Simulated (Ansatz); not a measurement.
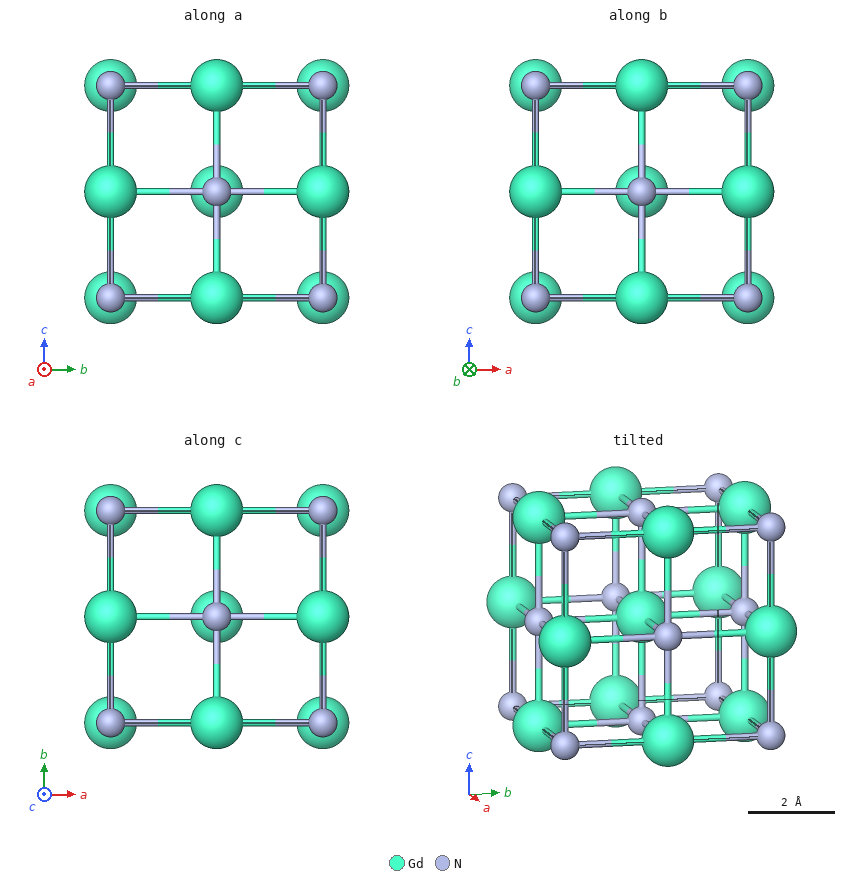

Drawn in the ball-and-stick manner and seen along the a axis, along the b axis, along the c axis and slightly off an axis. The frame is the conventional unit cell; atoms at its boundary are shown with their periodic copies.

Lattice parameters: a = 4.985 Å, b = 4.985 Å, c = 4.985 Å, α = 90.00°, β = 90.00°, γ = 90.00°.

Question: Record the structure as a table of Wyckoff sites.

Answer: Space group Fm-3m (No. 225).
| atom | site | x | y | z |
| --- | --- | --- | --- | --- |
| Gd | 4b | 0.5000 | 0.0000 | 0.0000 |
| N | 4a | 0.0000 | 0.0000 | 0.0000 |

Starting structure: a structure type known for this compound. Earlier steps of the study, as a rule a relaxation of our own, may have changed the cell and positions, so they can lie some per cent off the listed ones. It went into a calculation with Ansatz.
